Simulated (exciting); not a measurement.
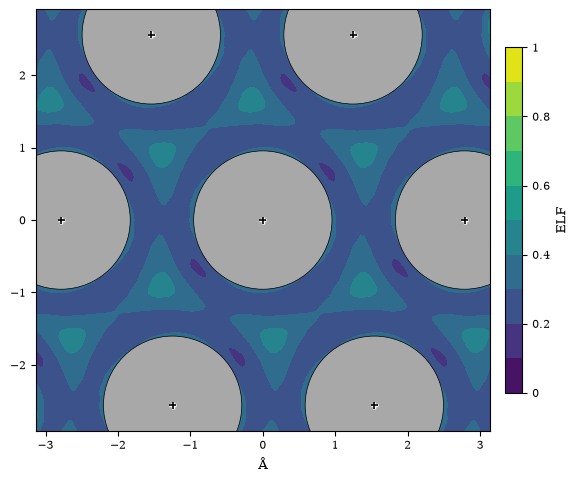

The ELF on a plane through atoms (crosses mark nuclei in the plane; grey discs cover the cores).

All numbers below come from exciting, Kohn-Sham DFT of a periodic cell, PBE, all-electron LAPW+lo, shipped species files.

Candidates:
A. NaCl, a = 3.50 Å, b = 3.50 Å, c = 3.50 Å, α = 90.00°, β = 90.00°, γ = 90.00°. Space group Pm-3m; a structure from a database of computed crystals, not necessarily the ambient phase.
B. Mo, a = 2.63 Å, b = 2.79 Å, c = 2.84 Å, α = 64.03°, β = 64.98°, γ = 65.39°. Space group P-1.
C. Ir, a = 3.83 Å, b = 3.83 Å, c = 3.83 Å, α = 90.00°, β = 90.00°, γ = 90.00°. Space group Fm-3m.

### Which system is this?

Candidate B: Mo on the (100) plane of the conventional cell, which holds Mo. Mo–Mo (2.79 Å): the ELF is about 0.30 at the midpoint (no shared electron pair shows on this line). Mo–Mo (2.84 Å): the ELF is about 0.30 at the midpoint: no shared electron pair shows on this line.
